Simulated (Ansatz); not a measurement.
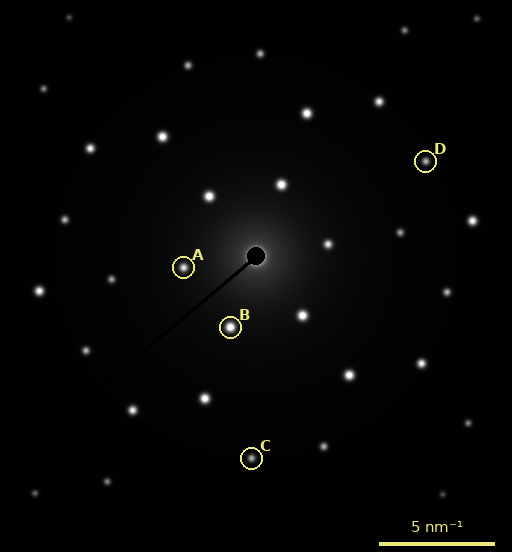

The pattern is a kinematic simulation for 200 kV electrons (no multiple scattering; isotropic B = 0.8 Å²). The zone axis points towards the electron source and the pattern is seen from the source side.

Pb, space group P6_3/mmc (No. 194), a = 3.621 Å, c = 11.699 Å (hexagonal axes). Structure: the end point of a relaxation with DFT, RPBE, plane waves (420 eV) with PAW, scalar-relativistic (Ansatz 0.2.0); the starting structure was generated, so it need not be a known form of this composition.

Spot A is indexed 0 -1 0 and spot B 1 -1 -1.

**What are the indices of the remaining marked spots?**

C = −A + 3B = 3 -2 -3 (d = 1.134 Å). D = −2A − B = -1 3 1 (d = 1.179 Å).

**Give [uvw].**

The cross product of A and B is parallel to [101]; every spot obeys hu + kv + lw = 0.
